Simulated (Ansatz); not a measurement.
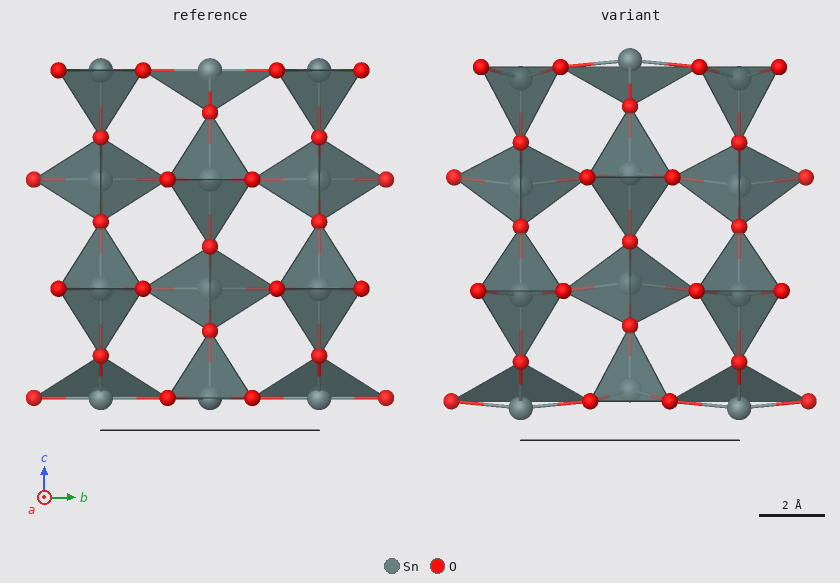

Left: a (1 1 0) slab of SnO2 as cut from the relaxed bulk. Right: the same structure after one change, at the same scale. Style: polyhedral. Shown: the 2 × 1 repeat of the cell, outlined in the plane, without the vacuum, along the a axis.

All numbers below come from Ansatz, DFT PBEsol, scalar-relativistic, plane waves, PAW. Settings: plane-wave cutoff 420 eV; occupations gaussian; no spin polarisation. The k-mesh is chosen for each cell (6×6×8, 8×4×1). Smearing widths differ between the runs.

The atoms of the slab are relaxed at the bulk's in-plane cell.

What does the change do?

The slab isn't stoichiometric; relaxing it gains 0.352 J/m². The top spacing, between the Sn2O2 and O planes, goes from 1.31 to 1.18 Å (−9.6 %), the bottom one (Sn2O2 to O) from 1.31 to 1.18 Å (−9.6 %). The top plane rumples by 0.55 Å. The cell stays as it was. The largest moves relative to the layer's centre, 0.31 Å, are those of Sn atoms. Largest moves by element: Sn 0.31 Å, O 0.19 Å. Among the bonded contacts that change: O–Sn 2.069 → 1.987 to 2.153 Å.
